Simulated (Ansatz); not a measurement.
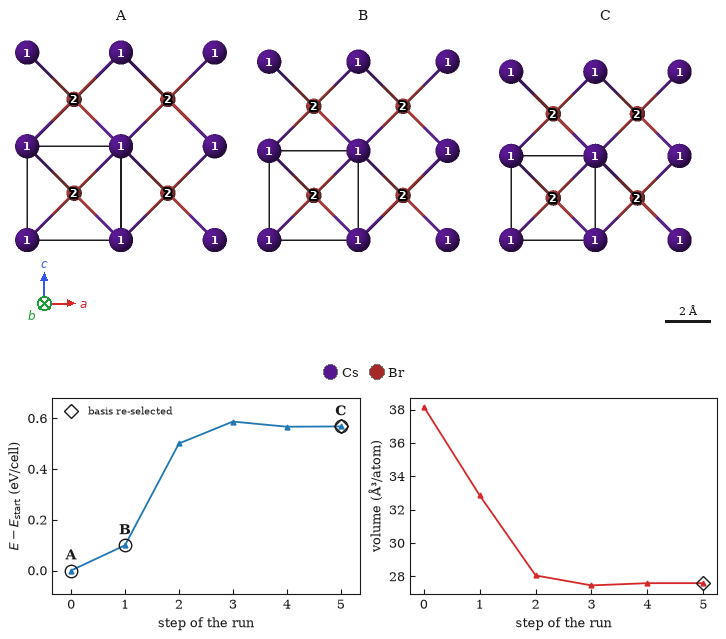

Frames of a relaxation of solid CsBr (set up in Pm-3m), marked on the history of the run. The picture is a ball-and-stick view of the cell of the calculation, repeated 2 × 1 × 2 with one cell outlined, seen along the b axis.

Case: relaxed at 12 GPa.

These are results of DFT PBEsol, scalar-relativistic, plane waves, PAW in Ansatz, not measurements.

The input:
```yaml
crystal:
  lattice:
    - [4.2421675969, 0.0, 0.0]
    - [0.0, 4.2421675969, 0.0]
    - [0.0, 0.0, 4.2421675969]
  atoms:
    - { symbol: Cs, position: [0.0, 0.0, 0.0] }
    - { symbol: Br, position: [0.5, 0.5, 0.5] }
basis:
  ecutwfc: 420
kpoints:
  mp_grid: { grid: [6, 6, 6] }
hamiltonian:
  xc: pbesol
scf:
  occupations: { method: fixed }
output:
  forces: true
  stress: true
  eigenvalues: true
relax:
  adjacent_minimum: "off"
  f_tol: 0.001
  max_steps: 60
  cell: { stress_tol: 0.02, p_target: 12.0 }
```

Command:
```bash
ansatz run input.yaml --threads 1 --pin off --max-ram 1228MiB --backend cpu --events-out ev --progress --plain --runs-dir out
```

Describe the path.

No atom moves by more than 0.005 Å relative to the cell. The volume changes by −27.7 %, with a = b = c 4.242 → 3.807 Å (−10.2 %). Near-neighbour distances that change, for instance: Cs1–Br2 3.674 → 3.297 Å. The space group stays Pm-3m (No. 221). The energy rises by 0.568 eV per cell of the calculation in 4 accepted moves (5 points after the start). With the target pressure of 12 GPa, the enthalpy E + pV changes by −1.016 eV per cell of the calculation. All forces vanish by symmetry, so only the cell relaxes. Pressure: 0.00 GPa at the start and 11.99 GPa at the end. The SCF was repeated once at an unchanged geometry on a basis and grid sized afresh for the cell, which shifted the energy by 1.1 meV per cell of the calculation at most. Cost: 4 s on 1 thread of Intel(R) Xeon(R) 6975P-C (Granite Rapids) (shared host), peak memory 0.35 GiB. From step 0 to 1: volume −13.9 %, energy +99.4 meV per cell of the calculation. From step 1 to 5: volume −16.0 %, energy +0.469 eV per cell of the calculation.
